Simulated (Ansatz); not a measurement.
# Run report: AlRu, single-point calculation

- system: AlRu (2 atoms in the cell)
- method: DFT PBE, scalar-relativistic, plane waves, PAW, no spin polarisation (Ansatz 0.2.0)

The structure derives from a Materials Project entry. It belongs to a series of runs on one base structure; here: structure listed in a database for this formula (Pm-3m, No. 221). Figures and captions count atoms from 1; the log counts them from 0 in places.

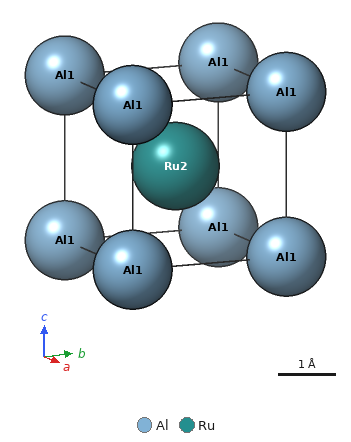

Figure 1. The structure as given in the input (spheres-only view of the cell of the calculation, seen slightly off an axis; atoms are numbered from 1 in the order of the input).

## Results in brief

- outcome: converged
- space group (tolerance 0.01 Å): Pm-3m (221)
- electrons treated: 19
- free energy: −6417.4620 eV
- Fermi energy: 16.163 eV
- gap on the k-point mesh: none (metallic)
- pressure: 4.51 GPa
- largest force (length of the vector): under 0.001 eV/Å
- hardware: 1 thread of Intel Xeon (Granite Rapids), 192 GiB of memory available, shared host
- peak memory: 0.29 GiB

## The input
```yaml
crystal:
  lattice:
    - [2.98249544, 0.0, 0.0]
    - [0.0, 2.98249544, 0.0]
    - [0.0, 0.0, 2.98249544]
  atoms:
    - { symbol: Al, position: [0.0, 0.0, 0.0] }
    - { symbol: Ru, position: [0.5, 0.5, 0.5] }
basis:
  ecutwfc: 420
kpoints:
  mp_grid: { grid: [6, 6, 6] }
hamiltonian:
  xc: pbe
scf:
  occupations: { method: gaussian, width: 0.1 }
  lower_state_search: "off"
output:
  forces: true
  stress: true
  eigenvalues: true
```

Run as:
```bash
ansatz run input.yaml --threads 1 --pin off --max-ram 2560MiB --backend cpu --events-out ev --progress --plain --runs-dir out
```

## The program's output
```
Engine: ansatz 0.2.0, x86_64-unknown-linux-gnu
Pseudopotentials: kind: paw
Pseudopotential: Al, paw, valence charge 3, recommended cutoff 420 eV (normal), Al.paw.azcp
Pseudopotential: Ru, paw, valence charge 16, recommended cutoff 420 eV (normal), Ru.paw.azcp
Functional definition: PBE
  parameter kappa = 0.804
  parameter beta = 0.06672455060314922
  exchange = pbe_x(kappa = kappa, mu = beta*pi^2/3)
  correlation = pbe_c(beta = beta)
Crystal: 2 atoms, lattice volume = 26.530 Å³
Basis set: ecut = 420 eV, 485 PW (Γ), exchange–correlation on 40×40×40 points (8 copies of the dense FFT grid, shifted against one another)
Bands: 14, of which v1, the nominal top of the filled ones, is band 10 counted from 1 (9 counted from 0)
Symmetry: 48 space group operations
Space group: Pm-3m (ITA 221), of the structure as read, at distance tolerance 3.0e-5 Å
k-points: 20 of 216
Non-local potential: Al, projectors of the file, l = 0: 2, l = 1: 2, l = 2: 1
Non-local potential: Ru, projectors of the file, l = 0: 3, l = 1: 2, l = 2: 2, l = 3: 1
PAW form: soft (Blöchl's): semilocal exchange-correlation on the pseudo side does not see the compensation charge
PAW one-centre angular grid: Al, 110 points (default); XC on 64 Gauss nodes
PAW one-centre angular grid: Ru, 590 points (default); XC on 64 Gauss nodes
Initial density: superposition of atomic densities (neutral atoms: chi_scale 0, normalization atom), corrected by the library's trained network
Initial wavefunctions: pseudopotential atomic-orbital guess
Functional: x = pbe(κ = 0.804, μ = 0.2195149727645171), c = pbe(β = 0.06672455060314922)
SCF iter   1: F=—  HF=-6417.464299 eV  |F-HF|=—  |Δ(HF+E_count)|=         —  Δρ=1.08e-2  dr2=9.75e-3  ethr=1.77e-3  ⟨swp⟩=5.0  Hψ=1490  notcnv=0
preconditioner: auto → none  [metal: Δε(μ)=0.065 eV  Ē_g=8.926 eV  σ=0.100 eV  W_gap=0.33  n_scr=6 (ndim 8)  ℏωp=23.9 eV  f_vac=0.000  D(μ)=2.43/eV (n_scr^D=26)  sad-step TF]
SCF iter   2: F=—  HF=-6417.462710 eV  |F-HF|=—  |Δ(HF+E_count)|=   1.59e-3  Δρ=5.74e-3  dr2=3.05e-3  ethr=5.13e-5  ⟨swp⟩=1.9  Hψ=458  notcnv=0
SCF iter   3: F=—  HF=-6417.462085 eV  |F-HF|=—  |Δ(HF+E_count)|=   6.25e-4  Δρ=3.18e-4  dr2=1.01e-5  ethr=1.61e-5  ⟨swp⟩=1.6  Hψ=319  notcnv=0
SCF iter   4: F=—  HF=-6417.462010 eV  |F-HF|=—  |Δ(HF+E_count)|=   7.41e-5  Δρ=9.93e-5  dr2=2.39e-6  ethr=5.32e-8  ⟨swp⟩=2.3  Hψ=380  notcnv=0
iter 5 did not close the SCF: its close was put off for the readings that it lacked (scf_convergence_deferred on its scf_iter line)
SCF iter   5: F=-6417.462010 eV  HF=-6417.462010 eV  |F-HF|=1.87e-9  |Δ(HF+E_count)|=   4.81e-7  Δρ=8.86e-6  dr2=6.41e-9  ethr=1.26e-8  ⟨swp⟩=2.4  Hψ=392  notcnv=0
SCF iter   6: F=-6417.462010 eV  HF=-6417.462010 eV  |F-HF|=1.96e-10  |Δ(HF+E_count)|=   1.50e-9  Δρ=1.91e-6  dr2=3.81e-10  ethr=3.37e-11  ⟨swp⟩=2.6  Hψ=908  notcnv=0
SCF 1 converged in 6 iterations: F = -6417.462010 eV  dr2 = 3.81e-10
  greatest PAW one-centre occupation: 0.998 electrons in one spin orbital (limit 2), on the Ru atom at site 1 (counted from 0), in its partial waves of l = 0
```

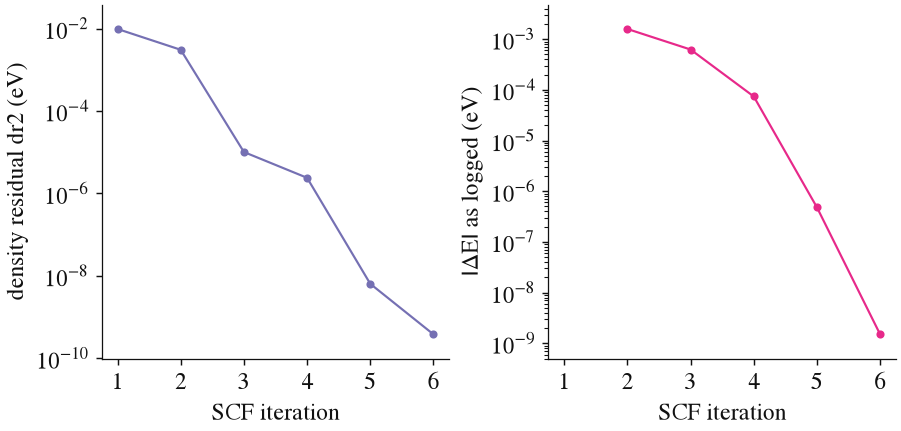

Figure 2. Convergence of the self-consistent field: density residual dr2 and size of the energy change against the SCF iteration. The residual falls at every step.

```
SCF converged after 6 iterations
Free energy (F): -6417.462010 eV
Harris-Foulkes:  -6417.462010 eV  (|F-HF|=1.96e-10)
Internal energy: -6417.448966 eV  (E = F + TS)
E sigma→0 (E₀):  -6417.455488 eV
Entropy (-TS):   -0.013043 eV (-6.522 meV/atom)
Fermi energy:    16.162751 eV
--- Per-component energies (eV) ---
  E_band       = -116.882347
  E_kinetic    = 543.633875
  E_local      = -1788.988859  (includes V_loc(G=0)·N_el)
  E_nonlocal   = 354.605920
  E_hartree    = 635.878838
  E_xc         = -232.443523
  E_vxc        = -271.018263  (∫ρ·V_xc dr)
  E_paw        = -3929.221738  (= ΣΔE_a)
  E_vpaw       = -226.871750  (= ΣTr[D̂ρ^β])
  E_aug_tail   = -0.000175  (compensation charges beyond the density's cutoff)
  E_ewald      = -2000.913305
  E_smearing   = -0.013043  (= −TS)
  E_closure    = -0.000000  (closes the sum)
  Σ components = -6417.462010   (vs F -6417.462010, Δ=0.00e0)
--- Forces (eV/Å), atoms counted from 1 ---
  atom   1  Al    -0.00000000     0.00000000     0.00000000
  atom   2  Ru     0.00000000     0.00000000     0.00000000
  max |Σ_I F_I| component: 3.57e-29 eV/Å
--- Stress (GPa, compression-positive) ---
        4.513403      -0.000000       0.000000
        0.000000       4.513403      -0.000000
        0.000000       0.000000       4.513403
  P = ⅓ Tr σ = 4.5134 GPa (45.134 kbar)
--- Band table (eV; the first three rows and the last of 20) ---
  k-point 0: bands = ["-55.5194", "-25.4682", "-25.4682", "-25.4682", "6.5782", "12.6834", "12.6834", "16.4634", "16.4634", "16.4634", "22.4143", "22.4143", "22.4143", "27.2745"]
  k-point 1: bands = ["-55.5153", "-25.5228", "-25.4636", "-25.4636", "7.1058", "12.8180", "12.8648", "15.8916", "15.8916", "16.5259", "20.5403", "23.3899", "23.3899", "26.2145"]
  k-point 2: bands = ["-55.5072", "-25.6308", "-25.4545", "-25.4545", "8.5625", "12.4060", "13.2685", "15.0205", "15.0205", "16.6546", "18.8036", "24.4710", "25.4752", "25.4752"]
  k-point 19: bands = ["-55.4714", "-25.6335", "-25.6335", "-25.6335", "11.6066", "11.6066", "11.6066", "17.9489", "17.9489", "18.9208", "20.4500", "20.4500", "20.4500", "24.9006"]
```
